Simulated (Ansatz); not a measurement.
Geometry relaxation, with input and output: MgZn$_{5}$O$_{6}$

- system: MgZn$_{5}$O$_{6}$ (P-4m2, 12 atoms in the cell)
- method: DFT PBE, scalar-relativistic, plane waves, PAW, no spin polarisation (Ansatz 0.2.0)

The structure was made by a generator, so it may or may not be a known phase.

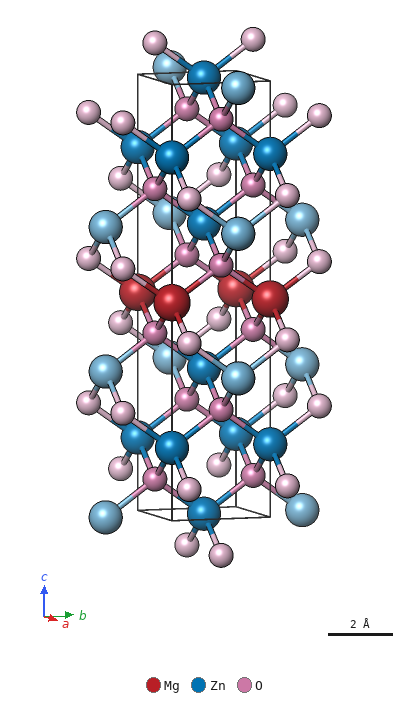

**Figure 1.** The input geometry (ball-and-stick view of the cell of the calculation, seen slightly off an axis; neighbours outside the cell are drawn fainter). An atom can appear more than once, as a periodic image. Near neighbours in the periodic cell (some may lie outside the picture): Mg has 4 O at 1.99 Å; Zn has 4 O at 2.00 Å; O has 4 Zn at 2.00 Å; O has 2 Mg at 1.99 Å and 2 Zn at 2.00 Å.

### The input
```yaml
crystal:
  lattice:
    - [3.2708702, 0.0, 0.0]
    - [0.0, 3.2708702, 0.0]
    - [0.0, 0.0, 13.7851637]
  atoms:
    - { symbol: Mg, position: [0.0, 0.0, 0.5] }
    - { symbol: Zn, position: [0.0, 0.0, 0.832897] }
    - { symbol: Zn, position: [0.5, 0.5, 0.0] }
    - { symbol: Zn, position: [0.0, 0.0, 0.167103] }
    - { symbol: Zn, position: [0.5, 0.5, 0.334306] }
    - { symbol: Zn, position: [0.5, 0.5, 0.665694] }
    - { symbol: O, position: [0.5, 0.0, 0.083554] }
    - { symbol: O, position: [0.0, 0.5, 0.250619] }
    - { symbol: O, position: [0.5, 0.0, 0.418392] }
    - { symbol: O, position: [0.0, 0.5, 0.581608] }
    - { symbol: O, position: [0.5, 0.0, 0.749381] }
    - { symbol: O, position: [0.0, 0.5, 0.916446] }
basis:
  ecutwfc: 420
kpoints:
  mp_grid: { grid: [8, 8, 2] }
hamiltonian:
  xc: pbe
scf:
  occupations: { method: fixed }
output:
  forces: true
  stress: true
  eigenvalues: true
  write_density: true
  write_potential: true
  elf: true
  volumetric_format: npy
relax:
  adjacent_minimum: "off"
  f_tol: 0.001
  max_steps: 60
  cell: { stress_tol: 0.01 }
```

Launch command:
```bash
ansatz run input.yaml --threads 4 --pin off --max-ram 8192MiB --backend cpu --events-out ev --progress --plain --runs-dir out
```

### Log
```
Engine: ansatz 0.2.0, x86_64-unknown-linux-gnu
Pseudopotentials: kind: paw
Pseudopotential: Mg, paw, valence charge 10, recommended cutoff 420 eV (normal), Mg.paw.azcp
Pseudopotential: Zn, paw, valence charge 12, recommended cutoff 420 eV (normal), Zn.paw.azcp
Pseudopotential: O, paw, valence charge 6, recommended cutoff 420 eV (normal), O.paw.azcp
Functional definition: PBE
  parameter kappa = 0.804
  parameter beta = 0.06672455060314922
  exchange = pbe_x(kappa = kappa, mu = beta*pi^2/3)
  correlation = pbe_c(beta = beta)
Crystal: 12 atoms, lattice volume = 147.482 Å³
Basis set: ecut = 420 eV, 2935 PW (Γ), exchange–correlation on 48×48×192 points (8 copies of the dense FFT grid, shifted against one another)
Bands: 65, of which v1, the nominal top of the filled ones, is band 53 counted from 1 (52 counted from 0)
Symmetry: 8 space group operations
Space group: P-4m2 (ITA 115), of the structure as read, at distance tolerance 5.3e-5 Å
k-points: 30 of 128
Non-local potential: Mg, projectors of the file, l = 0: 3, l = 1: 2, l = 2: 1
Non-local potential: Zn, projectors of the file, l = 0: 2, l = 1: 2, l = 2: 3, l = 3: 1
Non-local potential: O, projectors of the file, l = 0: 2, l = 1: 2, l = 2: 1
PAW form: soft (Blöchl's): semilocal exchange-correlation on the pseudo side does not see the compensation charge
PAW one-centre angular grid: Mg, 110 points (default); XC on 64 Gauss nodes
PAW one-centre angular grid: Zn, 590 points (default); XC on 64 Gauss nodes
PAW one-centre angular grid: O, 110 points (default); XC on 64 Gauss nodes
Initial density: superposition of atomic densities (neutral atoms: chi_scale 0, normalization atom), corrected by the library's trained network
Initial wavefunctions: pseudopotential atomic-orbital guess
Functional: x = pbe(κ = 0.804, μ = 0.2195149727645171), c = pbe(β = 0.06672455060314922)
SCF iter   1: F=—  HF=-21928.149725 eV  |F-HF|=—  |Δ(HF+E_count)|=         —  Δρ=1.02e-3  dr2=1.72e-3  ethr=1.77e-3  ⟨swp⟩=4.8  Hψ=7064  notcnv=0  defer=285
preconditioner: auto → Resta (q_TF=auto, 2.582 Å⁻¹)  ε∞=6.7  [insulator: Δε(μ)=0.961 eV  Ē_g=12.673 eV  n_scr=38 (ndim 8)  ℏωp=30.3 eV  f_vac=0.021  ε∞_Penn≈6.7]
SCF iter   2: F=—  HF=-21928.149514 eV  |F-HF|=—  |Δ(HF+E_count)|=   2.11e-4  Δρ=5.01e-4  dr2=2.70e-4  ethr=1.63e-6  ⟨swp⟩=2.1  Hψ=3879  notcnv=0  defer=300
SCF iter   3: F=—  HF=-21928.149657 eV  |F-HF|=—  |Δ(HF+E_count)|=   1.43e-4  Δρ=2.24e-4  dr2=1.14e-4  ethr=2.54e-7  ⟨swp⟩=2.3  Hψ=3182  notcnv=0  defer=268
SCF iter   4: F=—  HF=-21928.149689 eV  |F-HF|=—  |Δ(HF+E_count)|=   3.18e-5  Δρ=7.69e-5  dr2=8.73e-6  ethr=1.07e-7  ⟨swp⟩=2.1  Hψ=2963  notcnv=0  defer=220
SCF iter   5: F=—  HF=-21928.149507 eV  |F-HF|=—  |Δ(HF+E_count)|=   1.82e-4  Δρ=3.62e-5  dr2=1.39e-6  ethr=8.24e-9  ⟨swp⟩=2.1  Hψ=3204  notcnv=0  defer=185
SCF iter   6: F=—  HF=-21928.149508 eV  |F-HF|=—  |Δ(HF+E_count)|=   9.14e-7  Δρ=1.78e-5  dr2=3.57e-7  ethr=1.31e-9  ⟨swp⟩=2.0  Hψ=3059  notcnv=0  defer=185
SCF iter   7: F=-21928.149508 eV  HF=-21928.149508 eV  |F-HF|=1.54e-8  |Δ(HF+E_count)|=   4.54e-8  Δρ=7.57e-6  dr2=6.80e-8  ethr=9.43e-11  ⟨swp⟩=17.0  Hψ=16986  notcnv=0
SCF 1 converged in 7 iterations: F = -21928.149508 eV  dr2 = 6.80e-8
  greatest PAW one-centre occupation: 1.000 electrons in one spin orbital (limit 2), on the Mg atom at site 0 (counted from 0), in its partial waves of l = 0
relax step   1: F+E_penalty+E_count = -21928.14950788 eV  Δ(F+E_penalty+E_count) = +0.000e0 eV  max|allowed force component| = 3.609e-4 eV/Å  Δτ_max = 0.0000 Å  P = +0.006 GPa  Ω = 147.482 Å³  (7 SCF iters, dr2 threshold 1.00e-7 eV, accepted)
Initial density: handed on by an earlier stage of this run
Initial wavefunctions: pseudopotential atomic-orbital guess (no wavefunctions were taken with the density)
iter 1 solved again at ethr=1.35e-8 eV; its pass at ethr=3.10e-3 eV (dr2=1.43e-5 eV) is discarded
SCF iter   1: F=—  HF=-21928.149685 eV  |F-HF|=—  |Δ(HF+E_count)|=         —  Δρ=7.75e-6  dr2=6.85e-8  ethr=1.35e-8  ⟨swp⟩=3.2  Hψ=12671  notcnv=0  defer=293
preconditioner: auto → Resta (q_TF=auto, 2.582 Å⁻¹)  ε∞=6.7  [insulator: Δε(μ)=0.961 eV  Ē_g=12.673 eV  n_scr=38 (ndim 8)  ℏωp=30.3 eV  f_vac=0.022  ε∞_Penn≈6.7]
SCF iter   2: F=—  HF=-21928.149508 eV  |F-HF|=—  |Δ(HF+E_count)|=   1.78e-4  Δρ=3.80e-6  dr2=2.65e-8  ethr=6.46e-11  ⟨swp⟩=2.2  Hψ=3365  notcnv=0  defer=229
SCF iter   3: F=—  HF=-21928.149508 eV  |F-HF|=—  |Δ(HF+E_count)|=   1.51e-8  Δρ=2.53e-6  dr2=1.10e-8  ethr=2.50e-11  ⟨swp⟩=2.0  Hψ=2902  notcnv=0  defer=229
SCF iter   4: F=—  HF=-21928.149508 eV  |F-HF|=—  |Δ(HF+E_count)|=   8.37e-9  Δρ=1.04e-6  dr2=1.62e-9  ethr=1.04e-11  ⟨swp⟩=2.1  Hψ=3107  notcnv=0  defer=229
SCF iter   5: F=—  HF=-21928.149508 eV  |F-HF|=—  |Δ(HF+E_count)|=  4.18e-10  Δρ=4.87e-7  dr2=3.75e-10  ethr=1.53e-12  ⟨swp⟩=2.1  Hψ=3229  notcnv=0  defer=229
SCF iter   6: F=—  HF=-21928.149508 eV  |F-HF|=—  |Δ(HF+E_count)|=  6.18e-11  Δρ=2.00e-7  dr2=5.14e-11  ethr=1.00e-12  ⟨swp⟩=2.7  Hψ=3140  notcnv=0  defer=229
SCF iter   7: F=—  HF=-21928.149508 eV  |F-HF|=—  |Δ(HF+E_count)|=    0.00e0  Δρ=9.17e-8  dr2=7.87e-12  ethr=1.00e-12  ⟨swp⟩=1.0  Hψ=1767  notcnv=0  defer=229
SCF iter   8: F=-21928.149508 eV  HF=-21928.149508 eV  |F-HF|=7.28e-12  |Δ(HF+E_count)|=  7.28e-12  Δρ=2.69e-8  dr2=1.15e-12  ethr=1.00e-12  ⟨swp⟩=13.8  Hψ=12225  notcnv=0
SCF 2 converged in 8 iterations: F = -21928.149508 eV  dr2 = 1.15e-12
relax step   2: F+E_penalty+E_count = -21928.14950791 eV  Δ(F+E_penalty+E_count) = -2.469e-8 eV  max|allowed force component| = 3.087e-4 eV/Å  Δτ_max = 0.0000 Å  P = +0.005 GPa  Ω = 147.482 Å³  stress off target by 9.33e-3 GPa  SCF on the basis re-selected at this cell (its energy is not comparable with the rows above)  (8 SCF iters)
```

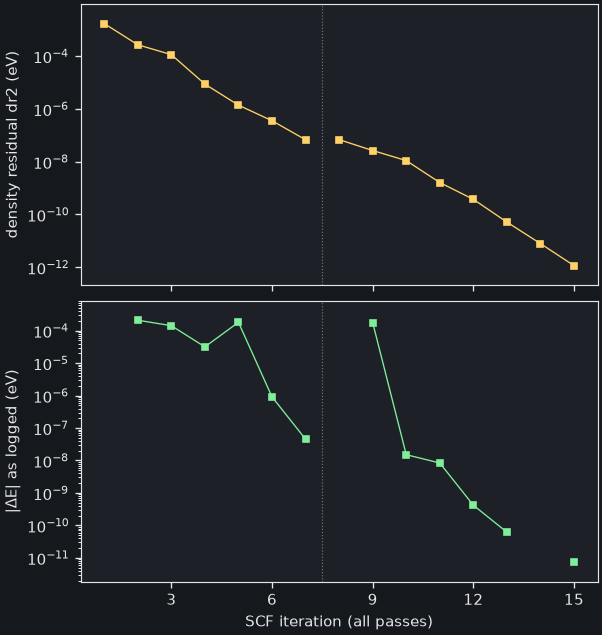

**Figure 2.** Convergence of the self-consistent field: density residual dr2 and size of the energy change against the SCF iteration. The dotted lines part the SCF passes of the relaxation: geometry steps, rejected trials and re-solves on a re-selected basis. The passes take 7 and 8 iterations.

```
basis re-selected at this cell: Δ(F+E_penalty+E_count) = -2.469e-8 eV, ΔP = -0.000 GPa vs the last step (what re-selecting the basis moved, of the pressure what is left beyond the Pulay correction that the steps carried, after the strain that the cell walked since its last selection, with what the two solves' SCF thresholds leave and, on support functions, any second-order correction that the steps lacked; it is no measure of the basis error at this ecutwfc). This SCF's stress stands 9.33e-3 GPa from its target on what of the cell is left free (relax.cell.stress_tol is 1.00e-2 GPa) and its largest allowed force component is 3.09e-4 eV/Å (relax.f_tol is 1.00e-3 eV/Å): within both
SCF converged after 8 iterations
Free energy (F): -21928.149508 eV
Harris-Foulkes:  -21928.149508 eV  (|F-HF|=7.28e-12)
Internal energy: -21928.149508 eV  (E = F + TS)
E sigma→0 (E₀):  -21928.149508 eV
Fermi energy:    6.466329 eV
--- Per-component energies (eV) ---
  E_band       = -214.232062
  E_kinetic    = 1778.518375
  E_local      = -12040.182466  (includes V_loc(G=0)·N_el)
  E_nonlocal   = 3480.045555
  E_hartree    = 4841.907572
  E_xc         = -1152.706521
  E_vxc        = -856.136438  (∫ρ·V_xc dr)
  E_paw        = -10400.535489  (= ΣΔE_a)
  E_vpaw       = -2260.304786  (= ΣTr[D̂ρ^β])
  E_aug_tail   = 0.012576  (compensation charges beyond the density's cutoff)
  E_ewald      = -8435.209109
  E_smearing   = -0.000000  (= −TS)
  E_closure    = -0.000000  (closes the sum)
  Σ components = -21928.149508   (vs F -21928.149508, Δ=0.00e0)
--- Forces (eV/Å), atoms counted from 1 ---
  atom   1  Mg    -0.00000000     0.00000000     0.00000000
  atom   2  Zn    -0.00000000    -0.00000000     0.00002036
  atom   3  Zn    -0.00000000     0.00000000     0.00000000
  atom   4  Zn    -0.00000000     0.00000000    -0.00002036
  atom   5  Zn    -0.00000000     0.00000000    -0.00030866
  atom   6  Zn    -0.00000000     0.00000000     0.00030866
  atom   7  O     -0.00000000     0.00000000    -0.00003120
  atom   8  O     -0.00000000     0.00000000    -0.00001848
  atom   9  O      0.00000000     0.00000000    -0.00015973
  atom  10  O      0.00000000     0.00000000     0.00015973
  atom  11  O     -0.00000000     0.00000000     0.00001848
  atom  12  O     -0.00000000     0.00000000     0.00003120
  max |Σ_I F_I| component: 1.29e-15 eV/Å
--- Stress (GPa, compression-positive) ---
        0.009334       0.000000       0.000000
        0.000000       0.009334       0.000000
        0.000000       0.000000      -0.002336
  P = ⅓ Tr σ = 0.0054 GPa (0.054 kbar)
--- Band table (eV; the first three rows and the last of 30) ---
  k-point 0: bands = ["-66.3764", "-33.1412", "-33.1299", "-33.1299", "-11.1787", "-10.9915", "-10.8521", "-10.5092", "-10.4976", "-10.1848", "0.5704", "0.6026", "0.7302", "0.8930", "1.0060", "1.0060", "1.1057", "1.1057", "1.1123", "1.2925", "1.2925", "1.4981", "1.4981", "1.5060", "1.7107", "1.7107", "2.0394", "2.0760", "2.1052", "2.1359", "2.1586", "2.1713", "2.2064", "2.2505", "2.2861", "3.3584", "3.6691", "4.1130", "4.2989", "4.2989", "4.7473", "4.7473", "4.8814", "5.1167", "5.1167", "5.3578", "5.7578", "5.7578", "6.1147", "6.1147", "6.4163", "6.4663", "6.4663", "7.4269", "9.2205", "9.4921", "11.3429", "11.4294", "11.7964", "15.3898", "15.8453", "16.8195", "17.5405", "18.3226", "18.3269"]
  k-point 1: bands = ["-66.3764", "-33.1412", "-33.1299", "-33.1299", "-11.1647", "-11.0434", "-10.7497", "-10.6539", "-10.4091", "-10.1931", "0.5702", "0.6071", "0.7257", "0.8909", "1.0036", "1.0036", "1.1146", "1.1146", "1.1167", "1.2778", "1.2778", "1.5047", "1.5136", "1.5136", "1.7036", "1.7036", "2.0412", "2.0745", "2.1018", "2.1367", "2.1588", "2.1711", "2.2066", "2.2504", "2.2862", "3.4139", "3.5731", "4.2174", "4.3276", "4.3276", "4.6585", "4.6585", "4.7127", "5.2444", "5.2444", "5.6405", "5.6405", "5.6499", "6.0707", "6.1874", "6.1874", "6.4446", "6.4446", "7.9911", "8.3348", "10.4283", "10.6124", "11.7249", "11.7738", "15.3109", "15.9630", "16.9467", "17.4966", "17.9107", "17.9611"]
  k-point 2: bands = ["-66.3762", "-33.1409", "-33.1326", "-33.1297", "-11.1200", "-10.9448", "-10.8073", "-10.4966", "-10.4763", "-10.1799", "0.6610", "0.6791", "0.7777", "0.9111", "0.9684", "1.0291", "1.0915", "1.1185", "1.1516", "1.2850", "1.2882", "1.4755", "1.4780", "1.5646", "1.6660", "1.7179", "2.0854", "2.0958", "2.1359", "2.1427", "2.1575", "2.1909", "2.1943", "2.2389", "2.2680", "3.2325", "3.4912", "3.8088", "4.0621", "4.4258", "4.5361", "4.5946", "4.8419", "4.9599", "5.0680", "5.1762", "5.6585", "5.7642", "6.0065", "6.1025", "6.1042", "6.3317", "6.4296", "8.1904", "9.5139", "9.8078", "11.6420", "11.7907", "12.2000", "15.3616", "15.7392", "16.5805", "17.3805", "17.6266", "17.8723"]
  k-point 29: bands = ["-66.3747", "-33.1484", "-33.1484", "-33.1355", "-10.3882", "-10.3882", "-10.3856", "-10.3856", "-10.0657", "-10.0657", "0.6519", "0.6692", "0.8308", "0.8859", "1.0837", "1.4825", "1.6757", "1.7116", "1.7116", "1.7554", "1.7554", "1.7603", "1.7733", "1.7777", "2.0231", "2.0234", "2.0234", "2.0336", "2.1830", "2.2603", "2.2641", "2.2641", "2.2652", "2.5029", "2.5029", "2.8564", "2.9577", "3.0049", "3.2547", "3.2813", "3.7537", "3.8047", "3.8047", "4.1519", "4.2321", "4.2321", "4.3775", "4.3775", "4.4708", "4.4813", "4.5061", "4.5106", "4.5279", "12.0535", "12.0535", "12.2585", "12.2585", "13.6595", "13.6595", "15.0765", "15.1719", "15.2054", "15.2059", "15.2066", "17.0004"]
--- Relaxed structure (1 steps of the walk, 1 accepted, 1 SCFs on fresh bases) ---
  F+E_penalty+E_count = -21928.14950791 eV   max|allowed force component| = 3.087e-4 eV/Å   (the final SCF, on the basis selected at the relaxed cell)
  cell:  # Å, volume = 147.4818 Å³
    - [3.2708702, 0.0, 0.0]
    - [0.0, 3.2708702, 0.0]
    - [0.0, 0.0, 13.7851637]
  atoms:
    - { symbol: Mg, position: [0.0, 0.0, 0.5000000000000001] }
    - { symbol: Zn, position: [0.0, 0.0, 0.8328970000000002] }
    - { symbol: Zn, position: [0.5, 0.5, 0.0] }
    - { symbol: Zn, position: [0.0, 0.0, 0.16710300000000006] }
    - { symbol: Zn, position: [0.5, 0.5, 0.33430600000000005] }
    - { symbol: Zn, position: [0.5, 0.5, 0.6656940000000001] }
    - { symbol: O, position: [0.5, 0.0, 0.08355400000000002] }
    - { symbol: O, position: [0.0, 0.5, 0.25061900000000004] }
    - { symbol: O, position: [0.5, 0.0, 0.41839200000000004] }
    - { symbol: O, position: [0.0, 0.5, 0.581608] }
    - { symbol: O, position: [0.5, 0.0, 0.7493810000000001] }
    - { symbol: O, position: [0.0, 0.5, 0.9164460000000001] }
```

### Trajectory as extended XYZ (Å, eV, eV/Å), 2 frames, from step=1 to step=2
```
12
Lattice="3.2709 0.0000 0.0000 0.0000 3.2709 0.0000 0.0000 0.0000 13.7852" Properties=species:S:1:pos:R:3:forces:R:3 step=1 energy=-21928.14951 pressure_GPa=0.01
Mg    0.0000    0.0000    6.8926    0.0000   0.0000   0.0000
Zn    0.0000    0.0000   11.4816    0.0000   0.0000   0.0000
Zn    1.6354    1.6354    0.0000    0.0000   0.0000   0.0000
Zn    0.0000    0.0000    2.3035    0.0000   0.0000   0.0000
Zn    1.6354    1.6354    4.6085    0.0000   0.0000  -0.0004
Zn    1.6354    1.6354    9.1767    0.0000   0.0000   0.0004
O     1.6354    0.0000    1.1518    0.0000   0.0000   0.0000
O     0.0000    1.6354    3.4548    0.0000   0.0000   0.0000
O     1.6354    0.0000    5.7676    0.0000   0.0000  -0.0002
O     0.0000    1.6354    8.0176    0.0000   0.0000   0.0002
O     1.6354    0.0000   10.3303    0.0000   0.0000   0.0000
O     0.0000    1.6354   12.6334    0.0000   0.0000   0.0000
12
Lattice="3.2709 0.0000 0.0000 0.0000 3.2709 0.0000 0.0000 0.0000 13.7852" Properties=species:S:1:pos:R:3:forces:R:3 step=2 energy=-21928.14951 pressure_GPa=0.01
Mg    0.0000    0.0000    6.8926    0.0000   0.0000   0.0000
Zn    0.0000    0.0000   11.4816    0.0000   0.0000   0.0000
Zn    1.6354    1.6354    0.0000    0.0000   0.0000   0.0000
Zn    0.0000    0.0000    2.3035    0.0000   0.0000   0.0000
Zn    1.6354    1.6354    4.6085    0.0000   0.0000  -0.0003
Zn    1.6354    1.6354    9.1767    0.0000   0.0000   0.0003
O     1.6354    0.0000    1.1518    0.0000   0.0000   0.0000
O     0.0000    1.6354    3.4548    0.0000   0.0000   0.0000
O     1.6354    0.0000    5.7676    0.0000   0.0000  -0.0002
O     0.0000    1.6354    8.0176    0.0000   0.0000   0.0002
O     1.6354    0.0000   10.3303    0.0000   0.0000   0.0000
O     0.0000    1.6354   12.6334    0.0000   0.0000   0.0000
```

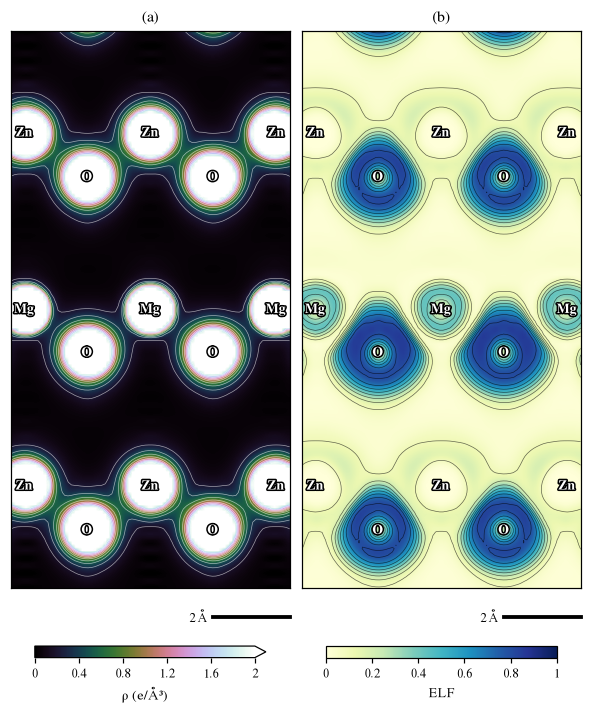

**Figure 3.** (a) valence charge density (pseudo); (b) electron localisation function on the (010) plane of the conventional cell. Mg–O (1.99 Å): ρ is about 0.44 e/Å³ halfway; the ELF is about 0.35 at the midpoint. Zn–O (2.00 Å): ρ at the midpoint is about 0.57 e/Å³; the ELF is about 0.25 at the midpoint. The density dies away to nearly zero in the voids. In a PAW calculation such maps are meaningful between the atoms, not at the nuclei.

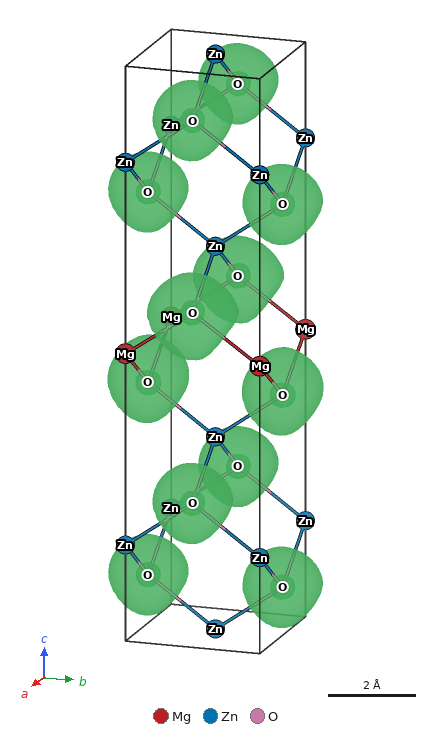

**Figure 4.** Isosurface of the ELF at 0.6 (green), seen slightly off an axis. Only the valence region is drawn (cores and ρ < 0.01 e/Å³ removed). Sticks mark near contacts. The outline is the cell set on symmetry axes. Values along the shortest contacts: Mg–O (1.99 Å): the ELF is about 0.35 at the midpoint. Zn–O (2.00 Å): the ELF is about 0.25 at the midpoint.

### Summary

```json
{"quantity": "outcome", "value": "converged"}
{"quantity": "space group (tolerance 0.01 Å)", "value": "P-4m2 (115)"}
{"quantity": "electrons treated", "value": "106"}
{"quantity": "free energy", "value": "−21928.1495 eV"}
{"quantity": "Fermi energy", "value": "6.466 eV"}
{"quantity": "gap on the k-point mesh", "value": "0.96 eV"}
{"quantity": "pressure", "value": "0.01 GPa"}
{"quantity": "final volume", "value": "147.48 Å³"}
{"quantity": "largest force (length of the vector) at the end", "value": "under 0.001 eV/Å"}
{"quantity": "final cell", "value": "a = 3.271 Å, b = 3.271 Å, c = 13.785 Å, α = 90.00°, β = 90.00°, γ = 90.00°"}
{"quantity": "hardware", "value": "4 threads of Intel Xeon (Granite Rapids), 192 GiB of memory available, shared host"}
{"quantity": "wall time", "value": "13 s (CPU time 50 s)"}
{"quantity": "peak memory", "value": "0.68 GiB"}
```
